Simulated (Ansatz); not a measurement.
**BN: 7 runs along one coordinate**

System: BN (Cmcm, 4 atoms in the cell).
Method: DFT PBE+D3(BJ), scalar-relativistic, plane waves, PAW, no spin polarisation (Ansatz 0.2.0).

The 7 runs differ only in the geometry, by a strain of the cell at fixed fractional positions. Against run 4, the strain is εxx = η. The structure derives from an entry of the Crystallography Open Database.

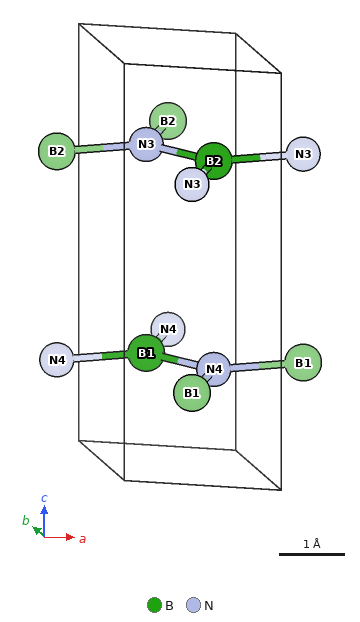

Figure 1. The structure of run 4 (ball-and-stick view of the cell of the calculation, seen slightly off an axis; neighbours outside the cell are drawn fainter; atoms are numbered from 1 in the order of the input).

### Input of run 4
```yaml
crystal:
  lattice:
    - [2.4914717458, 0.0, 0.0]
    - [-1.2457358729, 2.1685204268, 0.0]
    - [0.0, 0.0, 6.6612]
  atoms:
    - { symbol: B, position: [0.3333333333, 0.6666666667, 0.25] }
    - { symbol: B, position: [0.6666666667, 0.3333333333, 0.75] }
    - { symbol: "N", position: [0.3333333333, 0.6666666667, 0.75] }
    - { symbol: "N", position: [0.6666666667, 0.3333333333, 0.25] }
basis:
  ecutwfc: 420
kpoints:
  mp_grid: { grid: [12, 12, 4] }
hamiltonian:
  xc: pbe
  dispersion: d3bj
scf:
  occupations: { method: gaussian, width: 0.05 }
output:
  forces: true
  stress: true
  eigenvalues: true
```

Command:
```bash
ansatz run input.yaml --threads 1 --pin off --max-ram 2560MiB --backend cpu --events-out ev --progress --plain --runs-dir out
```

Run 5 differs from it as follows:
```diff
-    - [2.4914717458, 0.0, 0.0]
-    - [-1.2457358729, 2.1685204268, 0.0]
+    - [2.5165116628, 0.0, 0.0]
+    - [-1.2582558314, 2.1685204268, 0.0]
```

### Results, with one run withheld

| run | strain parameter η (%) | free energy per atom, from the lowest run given (meV) | pressure (GPa) | gap on the mesh (eV) |
| --- | --- | --- | --- | --- |
| 1 | −1.5075 | 11.01 | 8.33 | 4.24 |
| 2 | −1.0050 | 5.94 | 6.31 | 4.26 |
| 3 | −0.5025 | 2.29 | 4.36 | 4.27 |
| 4 | 0.0000 | 0.00 | 2.47 | 4.28 |
| 5 | 1.0050 | ? | ? | ? |
| 6 | 1.5075 | 0.95 | −2.84 | 4.23 |
| 7 | 2.5126 | 7.71 | −6.09 | 4.17 |

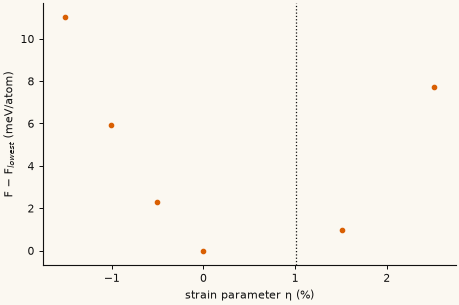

Figure 2. Free energy per atom of the runs given; the dotted line marks run 5.

What should run 5 give?

A cubic polynomial in the coordinate, fitted to the 6 runs given, misses them by under 0.01 meV per atom. With x = η − 0.1675, it reads F = −0.46648 − 2.3417 x + 2.6058 x² − 0.05139 x³ (meV per atom). At run 5 it gives −0.63 meV per atom, and the run itself gives −0.63. The fit has its minimum at η = 0.6230 %. The gap on the mesh lies between 4.17 eV (run 7) and 4.28 eV (run 4); run 5 has 4.27 eV. These are gaps of this functional on this mesh, which can miss the band edges; they aren't the measured gap.

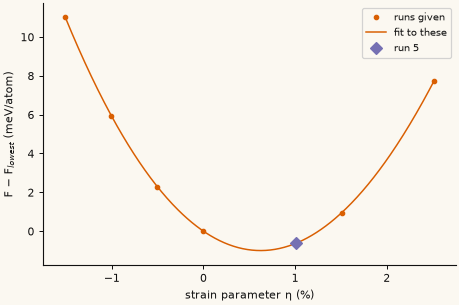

Figure 3. The fit and the withheld run.

### Output, shortened to warnings, some set-up lines, iterations and results (run 5)
```
Basis set: ecut = 420 eV, 713 PW (Γ), exchange–correlation on 36×36×90 points (8 copies of the dense FFT grid, shifted against one another)
Symmetry: 8 space group operations
k-points: 129 of 576
Initial density: superposition of atomic densities (neutral atoms: chi_scale 0, normalization atom), corrected by the library's trained network
[...]
SCF iter   1: F=—  HF=-1085.369204 eV  |F-HF|=—  |Δ(HF+E_count)|=         —  Δρ=1.54e-3  dr2=2.29e-4  ethr=1.77e-3  ⟨swp⟩=6.7  Hψ=9492  notcnv=0
SCF iter   2: F=—  HF=-1085.370240 eV  |F-HF|=—  |Δ(HF+E_count)|=   1.04e-3  Δρ=7.61e-4  dr2=4.46e-5  ethr=1.43e-6  ⟨swp⟩=2.1  Hψ=3559  notcnv=0
SCF iter   3: F=—  HF=-1085.370519 eV  |F-HF|=—  |Δ(HF+E_count)|=   2.79e-4  Δρ=3.62e-4  dr2=9.26e-6  ethr=2.79e-7  ⟨swp⟩=2.0  Hψ=2377  notcnv=0
SCF iter   4: F=-1085.370604 eV  HF=-1085.370604 eV  |F-HF|=1.67e-7  |Δ(HF+E_count)|=   8.53e-5  Δρ=1.82e-5  dr2=4.56e-8  ethr=5.79e-8  ⟨swp⟩=2.1  Hψ=2576  notcnv=0
SCF iter   5: F=-1085.370604 eV  HF=-1085.370604 eV  |F-HF|=6.66e-9  |Δ(HF+E_count)|=   1.84e-7  Δρ=4.26e-6  dr2=4.07e-9  ethr=2.85e-10  ⟨swp⟩=2.0  Hψ=2578  notcnv=0
SCF iter   6: F=-1085.370604 eV  HF=-1085.370604 eV  |F-HF|=2.37e-10  |Δ(HF+E_count)|=   8.68e-9  Δρ=4.99e-7  dr2=3.80e-11  ethr=2.54e-11  ⟨swp⟩=1.3  Hψ=4909  notcnv=0
SCF 1 converged in 6 iterations: F = -1085.370604 eV  dr2 = 3.80e-11
SCF converged after 6 iterations
Free energy (F): -1085.370604 eV
Harris-Foulkes:  -1085.370604 eV  (|F-HF|=2.37e-10)
Internal energy: -1085.370604 eV  (E = F + TS)
E sigma→0 (E₀):  -1085.370604 eV
Fermi energy:    6.801065 eV
--- Per-component energies (eV) ---
  E_band       = -38.895211
  E_kinetic    = 366.161644
  E_local      = -694.740215  (includes V_loc(G=0)·N_el)
  E_nonlocal   = 115.501603
  E_hartree    = 224.194135
  E_xc         = -184.267144
  E_vxc        = -228.606935  (∫ρ·V_xc dr)
  E_paw        = -413.558300  (= ΣΔE_a)
  E_vpaw       = -45.599788  (= ΣTr[D̂ρ^β])
  E_aug_tail   = 0.000205  (compensation charges beyond the density's cutoff)
  E_ewald      = -498.102820
  E_disp       = -0.559712  (pairwise vdW)
  E_smearing   = -0.000000  (= −TS)
  E_closure    = -0.000000  (closes the sum)
  Σ components = -1085.370604   (vs F -1085.370604, Δ=0.00e0)
--- Forces (eV/Å), atoms counted from 1 ---
  atom   1  B      0.00000000    -0.06038083     0.00000000
  atom   2  B      0.00000000     0.06038083     0.00000000
  atom   3  N      0.00000000    -0.06124551     0.00000000
  atom   4  N      0.00000000     0.06124551     0.00000000
  max |Σ_I F_I| component: 1.39e-17 eV/Å
--- Stress (GPa, compression-positive) ---
       -3.436161       0.000000       0.000000
        0.000000       0.241233       0.000000
        0.000000       0.000000      -0.191879
  P = ⅓ Tr σ = -1.1289 GPa (-11.289 kbar)
```
